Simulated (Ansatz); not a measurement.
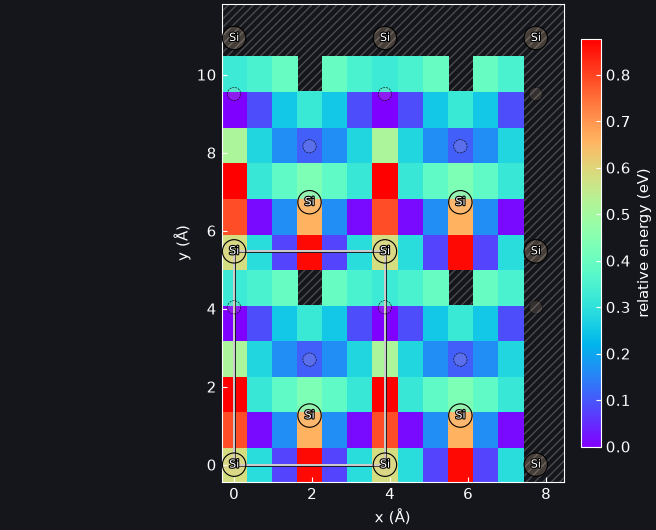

Energy landscape of S on a Si(110) slab cut from the Fd-3m phase, its upper half relaxed before the scan (6 atoms of substrate and one adsorbate in a 1 × 1 cell). S is moved over the surface cell; relaxed at each place: the height of the adsorbate's atoms; substrate rigid; the origin of the map has the adsorbate above Si5. Places are given modulo a cell vector. The map is drawn in real space over the plane of the surface. The scan uses a 6 × 6 grid; 23 points were computed and 12 follow by symmetry. At 1 point there is no value. All energies are given in eV relative to the lowest grid point. The relaxed height changes by up to 0.8 Å between neighbouring points. The magnetic moment jumps between some neighbouring points. With one adsorbate in each 1 × 1 cell, its nearest image is 3.9 Å away, so neighbouring adsorbates interact. The calculation used Ansatz, DFT PBE, scalar-relativistic, plane waves, PAW. Settings: cutoff 420 eV, k-mesh 7×5×1, gaussian smearing 0.05 eV, spin-polarised.

The picture shows one coloured cell a grid point, labelled circles for the atoms of the top layer and small ones for the second layer, the outline of one cell of the 2 × 2 shown, hatched blanks where no value was computed. 

Question: Where are the lowest and the highest points?

Answer: The lowest grid point is at (0/6, 4/6) of the cell vectors [nearest 1 Si at 2.13 Å]. The highest grid point, (0/6, 2/6) of the cell vectors [nearest 1 Si at 2.37 Å], lies 0.88 eV above the lowest. At the lowest point the adsorbate has 1 Si at 2.13 Å as nearest neighbours, at the highest 1 Si at 2.37 Å. Its relaxed height above the top atom is 1.10 Å at the lowest and 1.51 Å at the highest point.

Each point was launched as `ansatz run input.yaml --threads 2 --pin off --max-ram 6144MiB --backend cpu --events-out ev --progress --plain --runs-dir out`. The whole map (23 points run) took 53 min on 2 threads of Intel(R) Xeon(R) Platinum 8375C CPU @ 2.90GHz (Ice Lake), on a shared host.

PAW datasets: the set soft_1.
